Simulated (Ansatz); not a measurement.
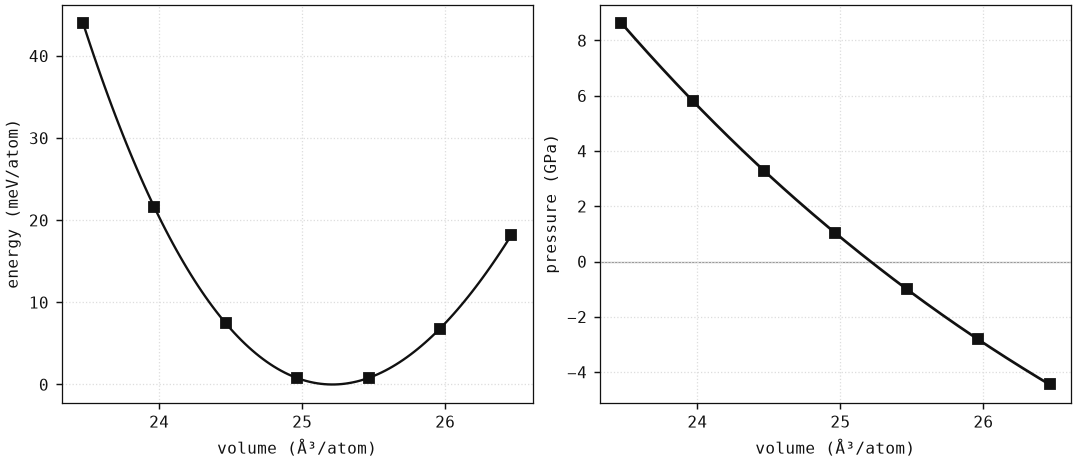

**Figure.** Energy and pressure against volume for Te₂Mo, space group P6_3/mmc (No. 194).

A third-order Birch–Murnaghan fit gives V0 = 25.21 Å³/atom, B0 = 102 GPa and B′ = 4.5. The energy is 44.02 meV/atom at volume 23.47 Å³/atom and 18.19 meV/atom at 26.46 Å³/atom; the lowest computed point is at volume 24.96 Å³/atom (0.78 meV/atom). The pressure falls from 8.64 GPa at volume 23.47 Å³/atom to −4.45 GPa at 26.46 Å³/atom, and changes sign near 25.22 Å³/atom.

How it was computed, with Ansatz 0.2.0: plane-wave DFT, no spin polarisation; energies at scaled volumes of the given cell, shape and fractions fixed, counted from the fit's minimum, third-order Birch-Murnaghan fit. Level: r2SCAN with rVV10.

- k mesh: 9×9×2
- occupations: Fermi–Dirac
- smearing width: 0.05 eV
- potentials: Ansatz PAW
- wave cutoff: 500 eV
- density cutoff: 2500 eV

Cell as given: a = 3.518 Å, b = 3.518 Å, c = 13.974 Å, α = 90.00°, β = 90.00°, γ = 120.00°; 6 atoms.

Note: shape and atomic fractions are frozen while scaling, which makes layered, chain and framework solids too stiff.
